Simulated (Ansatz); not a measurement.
Consider Ge.

```
Ge
1.0
     5.43210    0.00000    0.00000
    -2.71605    4.70434    0.00000
     0.00000    0.00000    2.67197
Ge
3
Direct
  0.50000 0.50000 0.00000
  0.50000 0.00000 0.00000
  0.00000 0.50000 0.00000
```

Space group P6/mmm; a structure generated by program, which may or may not match a known phase.

Computed with Ansatz, DFT PBE, scalar-relativistic, plane waves, PAW.

Q: What will maps of the valence pseudo-density and electron localisation function show?

A: Ge–Ge (2.67 Å): ρ at the midpoint is about 0.36 e/Å³, with its minimum of 0.32 e/Å³ about 1.2 Å from Ge; the ELF peaks at about 0.60 between the atoms.
Ge–Ge (2.72 Å): ρ is about 0.34 e/Å³ halfway, with its minimum of 0.29 e/Å³ about 1.2 Å from Ge; the ELF reaches about 0.55 near the midpoint.

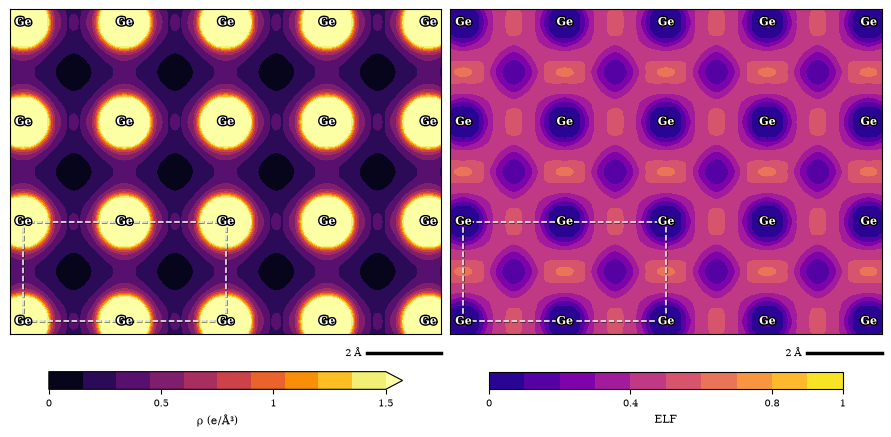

Computed valence pseudo-density and electron localisation function on the (010) plane of the conventional cell, in this order. 

The density is the valence pseudo-density of a PAW calculation; it isn't the true density close to the nuclei.
